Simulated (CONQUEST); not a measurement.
# Energy of Ge along an even scaling of the cell

System: Ge (4 atoms in the cell).
Method: Kohn-Sham DFT of a periodic cell, PBEsol, PseudoDojo NC PBEsol, no spin polarisation (CONQUEST 1.3).

The 7 runs differ only in the geometry, by an even scaling of the cell at fixed fractional positions. The structure derives from an entry of the Crystallography Open Database.

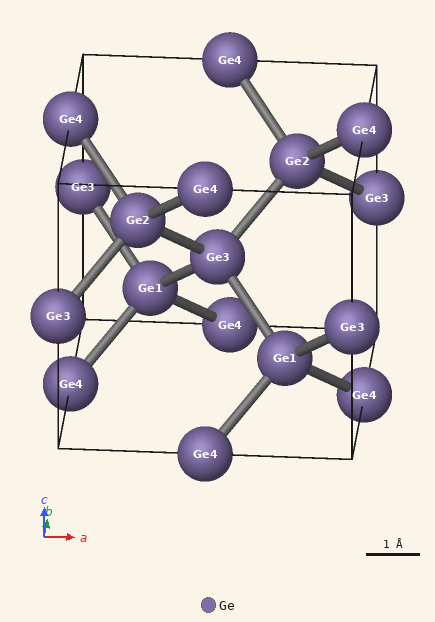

Figure 1. The structure of run 4 (ball-and-stick view of the cell 2 times as large as that of the calculation, set on its symmetry axes, seen at an oblique angle; atoms are numbered from 1 in the order of the input).

## Input of run 4
```
IO.Title Ge
IO.Coordinates coords.dat
IO.FractionalAtomicCoords T
IO.Iprint 2
IO.Iprint_init 1
General.NumberOfSpecies 1
General.PseudopotentialType hamann
AtomMove.TypeOfRun static
AtomMove.FullStress T
Grid.PointsAlongX 40
Grid.PointsAlongY 40
Grid.PointsAlongZ 60
DM.SolutionMethod diagon
Diag.MPMesh T
Diag.GammaCentred T
Diag.MPMeshX 7
Diag.MPMeshY 7
Diag.MPMeshZ 5
Diag.kT 0.00183747
minE.SCTolerance 1e-6
SC.MaxIters 100
IO.AtomChargeOutput T
%block ChemicalSpeciesLabel
1 72.610 Ge
%endblock
```

Command:
```bash
Conquest
```

Lattice vectors (Å) and fractional positions of run 4:
```
   4.000683    0.000000    0.000000
   0.000000    4.000683    0.000000
   0.000000    0.000000    5.657820
Ge  0.000000  0.500000  0.250000
Ge  0.500000  0.000000  0.750000
Ge  0.000000  0.000000  0.500000
Ge  0.500000  0.500000  0.000000
```

Run 2 has the same physical settings and fractional positions; its lattice vectors (Å) are:
```
   3.946613    0.000000    0.000000
   0.000000    3.946613    0.000000
   0.000000    0.000000    5.581354
```

## Results, with one run withheld

```csv
run,volume per atom (Å³),"free energy per atom, from the lowest run given (meV)",pressure (GPa),gap on the mesh (eV)
1,21.281,31.90,6.39,0.37
2,21.733,?,?,?
3,22.186,6.66,2.59,0.17
4,22.639,1.37,1.19,0.00
5,23.092,0.00,−0.19,0.00
6,23.545,2.28,−1.62,0.00
7,23.997,8.79,−2.79,0.00
```

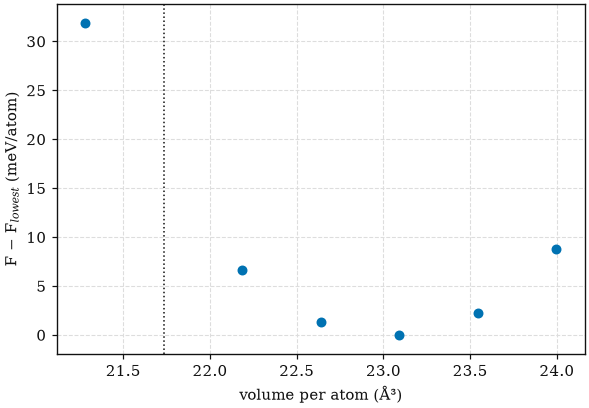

Figure 2. Free energy per atom of the runs given; the dotted line marks run 2.

Fit the runs given and predict run 2.

A cubic polynomial in V^(−2/3) (the Birch–Murnaghan form), fitted to the 6 runs given, misses them by at most 0.21 meV per atom. With x = V^(−2/3) − 0.12451 Å⁻², it reads F = 0.46679 + 1372.5 x + 7.4525e+05 x² − 3.7791e+06 x³ (meV per atom). At run 2 it gives 16.91 meV per atom, and the run itself gives 16.32. The slope of the fit gives a pressure −dF/dV of 4.42 GPa there, and the run prints 4.35 GPa. The two needn't agree exactly: the fit is approximate, and the printed stress is taken on a finite basis. The fit has its minimum at 23.014 Å³ per atom, where V d²F/dV² gives 71.4 GPa: the bulk modulus at this level, since symmetry fixes the shape and the positions. So low a polynomial doesn't follow these energies more closely. The gap on the mesh lies between 0.00 eV (run 4) and 0.37 eV (run 1); run 2 has 0.33 eV. These are gaps of this functional on this mesh, which can miss the band edges; they aren't the measured gap.

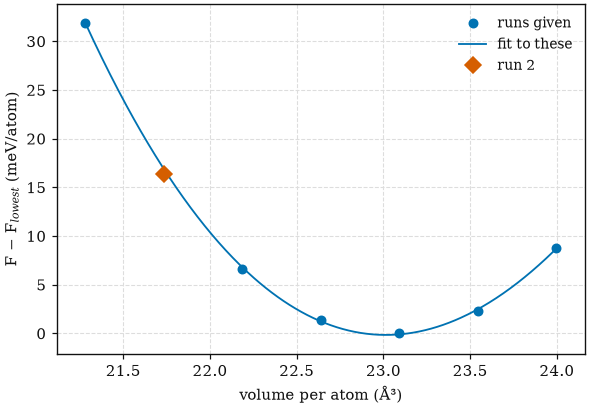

Figure 3. The fit and the withheld run.

## Some lines of the output (run 2)
```
[...]
          DFT Total Energy                 :      -356.748657256610102 Ha
          Free Energy (E-TS)               :      -356.752609130580140 Ha
          DFT Total Energy                 :      -356.750461587042423 Ha
          Free Energy (E-TS)               :      -356.750803490373301 Ha
          DFT Total Energy                 :      -356.750768312385446 Ha
          Free Energy (E-TS)               :      -356.750798038189771 Ha
          DFT Total Energy                 :      -356.750770497554925 Ha
          Free Energy (E-TS)               :      -356.750797442466080 Ha
          DFT Total Energy                 :      -356.750770392634934 Ha
          Free Energy (E-TS)               :      -356.750797620571234 Ha
          DFT Total Energy                 :      -356.750770564475943 Ha
      | Free Energy as E-TS      =      -356.750797620571234 Ha
      |* DFT total energy        =      -356.750770564475943 Ha
    force: Average pressure:      4.35335810 GPa
```

Notes: With a small basis of atomic orbitals these values can differ much from converged plane-wave results.
